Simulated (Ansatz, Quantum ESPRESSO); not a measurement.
**HfO2 (001), tetragonal: a film clamped to its substrate**

A thin film takes the in-plane lattice of its substrate and is free along the normal. How do the free axis and the stress follow the misfit? The strained cell has c along the film normal; unstrained it is a = 3.5521 Å, b = 3.5521 Å, c = 5.1490 Å, α = 90.00°, β = 90.00°, γ = 90.00°, with 6 atoms. The symmetry of the cell is held, so distortions that would lower it, which this phase may prefer, aren't tested.

Calculated with Quantum ESPRESSO 7.5, PBEsol, PseudoDojo 0.4.1 norm-conserving potentials, cutoff 1170 eV, Fermi–Dirac smearing 0.02 eV, k-mesh 8×8×6, no spin polarisation, no spin-orbit coupling.

Relaxed positions at 0 %:

```csv
atom,x,y,z
Hf,0.0000,0.0000,0.0000
Hf,0.5000,0.5000,0.5000
O,0.0000,0.5000,0.1990
O,0.0000,0.5000,0.6990
O,0.5000,0.0000,0.3010
O,0.5000,0.0000,0.8010
```

```
ε∥ (%)   a (Å)   c (Å)  ε⊥ (%)  σ (GPa, tension positive)
    −3  3.4456  5.2311   1.593                     −19.88
    −2  3.4811  5.2001   0.991                     −12.90
     0  3.5521  5.1490   0.000                      −0.01
     1  3.5876  5.1279  −0.410                       5.86
     2  3.6232  5.1095  −0.768                      11.36
     3  3.6587  5.0935  −1.078                      16.47
```

**Question.** Fit both responses and give the free strain and the stress at −1 %, a row left out above.

Least squares with y = y0 + y1 ε + y2 ε² (ε in %) gives ε⊥ = 0.001 + (−0.4433) ε + (0.0284) ε² and σ = −0.01 + (6.060) ε + (−0.188) ε² GPa. The linear terms put the ratio of free to applied strain at −0.443 and the biaxial modulus at 606 GPa.

At −1 % the free strain comes out as 0.472 %. The run itself gives 0.477 %, so the estimate misses by 0.005 %; the fitted rows themselves lie up to 0.010 % off the law.

The stress comes out as −6.26 GPa. The run itself gives −6.28 GPa, so the estimate misses by 0.02 GPa; the fitted rows themselves lie up to 0.01 GPa off the law.

With c as the unique axis, zero normal stress gives ε⊥/ε∥ = −2C13/C33 for relaxed atoms, so 2C13/C33 is about 0.44.

The negative ε² term means that the crystal stiffens in compression and softens in tension.

The same fit over all rows at other levels or in other programs gives the strain ratio = −0.465 with PBEsol (Ansatz) and −0.434 with PBEsol (Quantum ESPRESSO, GBRV).

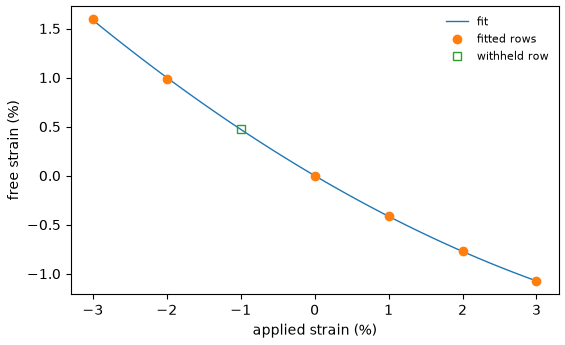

The fitted law, the rows behind it and the withheld row.

[Logs are printed without paths, hosts, clocks, repeated set-up lines and the standing remarks that a program may print on its own settings, such as how far it seeks lower states.]
